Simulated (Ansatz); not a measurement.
Geometry relaxation, with input and output: Al3Ru2 (part 2 of 2)

Al3Ru2 (I4/mmm, 5 atoms in the cell); DFT r2SCAN, scalar-relativistic, plane waves, PAW, no spin polarisation (Ansatz 0.2.0); cutoff 500 eV, 16×16×16 k-mesh, Gaussian smearing of 0.1 eV. The structure derives from a Materials Project entry.

Geometry of the input (Å; fractional positions):
```
-1.5389  1.5389  7.1431
1.5389  -1.5389  7.1431
1.5389  1.5389  -7.1431
Al 0.0000  0.0000  0.0000
Al 0.8062  0.8062  0.0000
Al 0.1938  0.1938  0.0000
Ru 0.6059  0.6059  0.0000
Ru 0.3941  0.3941  0.0000
```

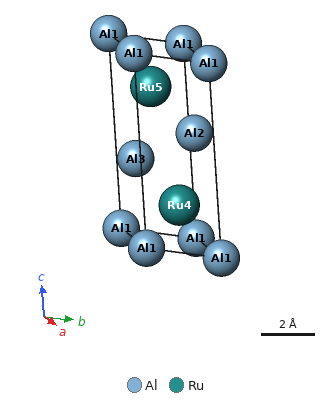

The geometry at step 3 of the log (spheres-only view of the reduced cell, seen slightly off an axis; atoms are numbered from 1 in the order of the input).

```
basis re-selected at this cell: Δ(F+E_penalty+E_count) = +2.698e-5 eV, ΔP = -0.000 GPa vs the last step (what re-selecting the basis moved, of the pressure what is left beyond the Pulay correction that the steps carried, after the strain that the cell walked since its last selection, with what the two solves' SCF thresholds leave and, on support functions, any second-order correction that the steps lacked; it is no measure of the basis error at this ecutwfc). This SCF's stress stands 1.37e-2 GPa from its target on what of the cell is left free (relax.cell.stress_tol is 5.00e-2 GPa) and its largest allowed force component is 9.35e-4 eV/Å (relax.f_tol is 5.00e-3 eV/Å): within both
SCF converged after 4 iterations
Free energy (F): -13406.486053 eV
Harris-Foulkes:  -13406.486053 eV  (|F-HF|=1.82e-12)
Internal energy: -13406.480397 eV  (E = F + TS)
E sigma→0 (E₀):  -13406.483225 eV
Entropy (-TS):   -0.005656 eV (-1.131 meV/atom)
Fermi energy:    14.661846 eV
--- Per-component energies (eV) ---
  E_band       = -298.011812
  E_kinetic    = 1112.316367
  E_local      = -4080.642924  (includes V_loc(G=0)·N_el)
  E_nonlocal   = 716.709638
  E_hartree    = 1508.811022
  E_xc         = -484.115795
  E_vxc        = -636.194852  (∫ρ·V_xc dr)
  E_paw        = -8379.598893  (= ΣΔE_a)
  E_vpaw       = -470.362935  (= ΣTr[D̂ρ^β])
  E_aug_tail   = 0.000177  (compensation charges beyond the density's cutoff)
  E_vtau       = 42.540695  (kinetic-family band-sum trace: ∫τ·v_τ [+ j·A + Jᵃ·Aᵃ] dr)
  E_ewald      = -3799.157753
  E_core_change = -0.802235  (= ΣΔE_core)
  E_smearing   = -0.005656  (= −TS)
  E_closure    = 0.000000  (closes the sum)
  Σ components = -13406.486053   (vs F -13406.486053, Δ=0.00e0)
--- Forces (eV/Å), atoms counted from 1 ---
  atom   1  Al    -0.00000000     0.00000000     0.00000000
  atom   2  Al     0.00000000    -0.00000000    -0.00093548
  atom   3  Al     0.00000000    -0.00000000     0.00093548
  atom   4  Ru     0.00000000    -0.00000000    -0.00071745
  atom   5  Ru     0.00000000     0.00000000     0.00071745
  max |Σ_I F_I| component: 3.47e-18 eV/Å
--- Stress (GPa, compression-positive) ---
        0.013739       0.000000       0.000000
        0.000000       0.013739       0.000000
        0.000000      -0.000000      -0.002624
  P = ⅓ Tr σ = 0.0083 GPa (0.083 kbar)
--- Band table (eV; the first three rows and the last of 349) ---
  k-point 0: bands = ["-59.3399", "-59.3323", "-28.6370", "-28.5611", "-28.5611", "-28.5523", "-28.5523", "-28.5347", "3.7666", "6.8867", "7.1219", "10.8342", "11.1417", "11.4231", "13.1329", "13.1872", "13.1872", "13.7221", "13.7221", "14.3535", "14.4948", "18.3241", "19.6733", "20.4666", "20.4666", "21.0636"]
  k-point 1: bands = ["-59.3390", "-59.3314", "-28.6354", "-28.5674", "-28.5668", "-28.5585", "-28.5580", "-28.5334", "3.9070", "6.9729", "7.2758", "10.8886", "11.1901", "11.4557", "13.0590", "13.0763", "13.2360", "13.6084", "13.6800", "14.1653", "14.3319", "18.4850", "19.5112", "19.7381", "20.1262", "20.7920"]
  k-point 2: bands = ["-59.3363", "-59.3288", "-28.6309", "-28.5852", "-28.5833", "-28.5757", "-28.5742", "-28.5299", "4.3206", "7.2231", "7.7190", "11.0419", "11.3287", "11.5221", "12.7251", "12.9344", "13.3412", "13.3610", "13.5282", "13.6605", "13.9127", "18.5728", "18.7284", "19.7540", "19.8854", "20.1923"]
  k-point 348: bands = ["-59.3398", "-59.3324", "-28.6349", "-28.5611", "-28.5611", "-28.5522", "-28.5522", "-28.5367", "4.2524", "5.1391", "9.0910", "10.4652", "11.0352", "11.5518", "12.6821", "12.9577", "12.9577", "14.0732", "14.0732", "14.3700", "14.4775", "17.2372", "19.3203", "19.3203", "20.5682", "22.2348"]
--- Relaxed structure (3 steps of the walk, 3 accepted, 1 SCFs on fresh bases) ---
  F+E_penalty+E_count = -13406.48605286 eV   max|allowed force component| = 9.355e-4 eV/Å   (the final SCF, on the basis selected at the relaxed cell)
  cell:  # Å, volume = 67.5879 Å³
    - [-1.5386572063055237, 1.5386572063055237, 7.137158502680383]
    - [1.5386572063055237, -1.5386572063055237, 7.137158502680383]
    - [1.5386572063055237, 1.5386572063055237, -7.137158502680383]
  atoms:
    - { symbol: Al, position: [-2.2767465057870054e-21, -2.2767465057870054e-21, -8.066289743764915e-37] }
    - { symbol: Al, position: [0.8061492636015526, 0.8061492636015526, 5.377526495843278e-37] }
    - { symbol: Al, position: [0.1938507363984473, 0.1938507363984473, 1.7110311577683168e-37] }
    - { symbol: Ru, position: [0.6059185307882453, 0.6059185307882453, 6.599691608534932e-37] }
    - { symbol: Ru, position: [0.39408146921175474, 0.39408146921175474, -5.6219595183816064e-37] }
```

### Trajectory as extended XYZ (Å, eV, eV/Å), 4 frames, from step=1 to step=4
```
5
Lattice="-1.5389 1.5389 7.1431 1.5389 -1.5389 7.1431 1.5389 1.5389 -7.1431" Properties=species:S:1:pos:R:3:forces:R:3 step=1 energy=-13406.48598 pressure_GPa=-0.22
Al    0.0000    0.0000    0.0000    0.0000   0.0000   0.0000
Al    0.0000    0.0000   11.5173    0.0000   0.0000   0.0056
Al    0.0000    0.0000    2.7689    0.0000   0.0000  -0.0056
Ru    0.0000    0.0000    8.6556    0.0000   0.0000   0.0088
Ru    0.0000    0.0000    5.6306    0.0000   0.0000  -0.0088
5
Lattice="-1.5387 1.5387 7.1354 1.5387 -1.5387 7.1354 1.5387 1.5387 -7.1354" Properties=species:S:1:pos:R:3:forces:R:3 step=2 energy=-13406.48608 pressure_GPa=0.05
Al    0.0000    0.0000    0.0000    0.0000   0.0000   0.0000
Al    0.0000    0.0000   11.5047    0.0000   0.0000  -0.0063
Al    0.0000    0.0000    2.7661    0.0000   0.0000   0.0063
Ru    0.0000    0.0000    8.6466    0.0000   0.0000   0.0035
Ru    0.0000    0.0000    5.6242    0.0000   0.0000  -0.0035
5
Lattice="-1.5387 1.5387 7.1372 1.5387 -1.5387 7.1372 1.5387 1.5387 -7.1372" Properties=species:S:1:pos:R:3:forces:R:3 step=3 energy=-13406.48608 pressure_GPa=0.01
Al    0.0000    0.0000    0.0000    0.0000   0.0000   0.0000
Al    0.0000    0.0000   11.5072    0.0000   0.0000  -0.0009
Al    0.0000    0.0000    2.7671    0.0000   0.0000   0.0009
Ru    0.0000    0.0000    8.6491    0.0000   0.0000  -0.0007
Ru    0.0000    0.0000    5.6252    0.0000   0.0000   0.0007
5
Lattice="-1.5387 1.5387 7.1372 1.5387 -1.5387 7.1372 1.5387 1.5387 -7.1372" Properties=species:S:1:pos:R:3:forces:R:3 step=4 energy=-13406.48605 pressure_GPa=0.01
Al    0.0000    0.0000    0.0000    0.0000   0.0000   0.0000
Al    0.0000    0.0000   11.5072    0.0000   0.0000  -0.0009
Al    0.0000    0.0000    2.7671    0.0000   0.0000   0.0009
Ru    0.0000    0.0000    8.6491    0.0000   0.0000  -0.0007
Ru    0.0000    0.0000    5.6252    0.0000   0.0000   0.0007
```

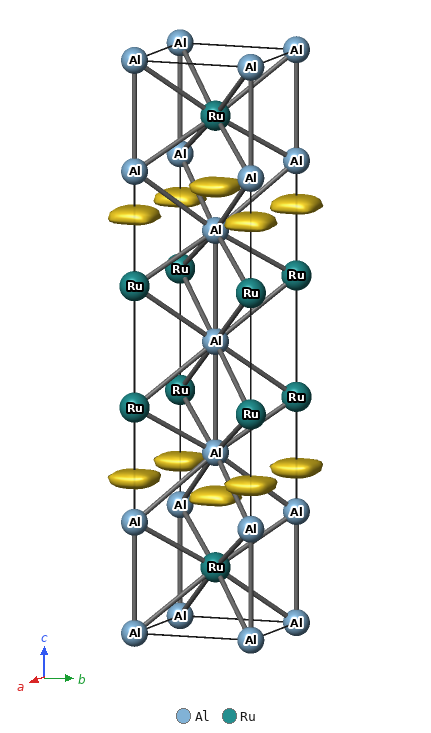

Isosurface of the ELF at 0.6 (yellow), seen slightly off an axis. Only the valence region is drawn (cores and ρ < 0.01 e/Å³ removed). Sticks mark near contacts. The outline is the cell set on symmetry axes. Profiles from the grid: Al–Ru (2.51 Å): the ELF is about 0.40 at the midpoint; no shared electron pair. Al–Al (2.70 Å): the ELF is about 0.50 at the midpoint; no localised pair between them. The fields are those of the smooth PAW valence density.

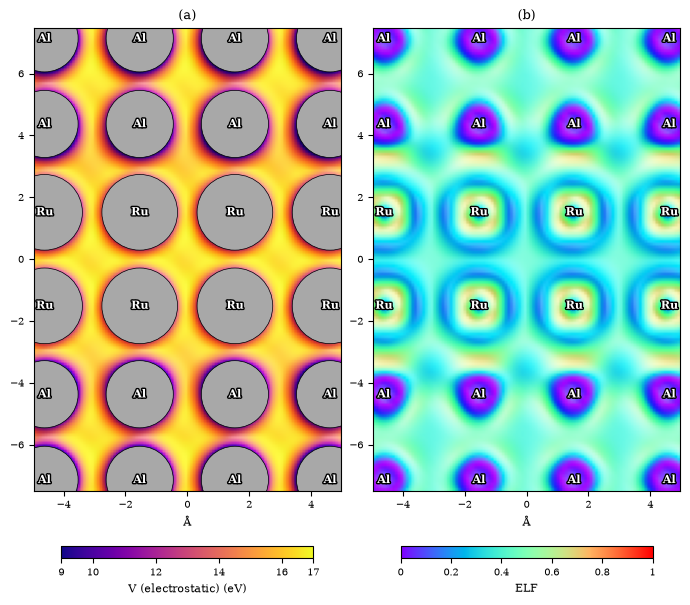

(a) electrostatic potential (local pseudopotential plus Hartree) felt by an electron; (b) ELF on the (100) plane of the conventional cell. Grey discs, where drawn, cover atomic cores. Al–Al (2.77 Å): the ELF is about 0.50 at the midpoint (no shared electron pair). The strong features right at Ru lie inside the PAW spheres (semicore, d or f shells) and say nothing about bonding. Outside the cores the potential energy rises away from the atoms and is highest about 1.7 Å from the nearest atoms; outside the discs it spans about 7 eV, and its zero is arbitrary.

### Summary

| quantity | value |
| --- | --- |
| outcome | converged |
| space group (tolerance 0.01 Å) | I4/mmm (139) |
| electrons treated | 41 |
| free energy | −13406.4861 eV |
| Fermi energy | 14.662 eV |
| gap on the k-point mesh | none (metallic) |
| pressure | 0.01 GPa |
| final volume | 67.59 Å³ |
| largest force (length of the vector) at the end | 0.001 eV/Å |
| final cell | a = 7.461 Å, b = 7.461 Å, c = 7.461 Å, α = 156.20°, β = 156.20°, γ = 33.91° |
| wall time | 9.2 min |
| peak memory | 1.1 GiB |
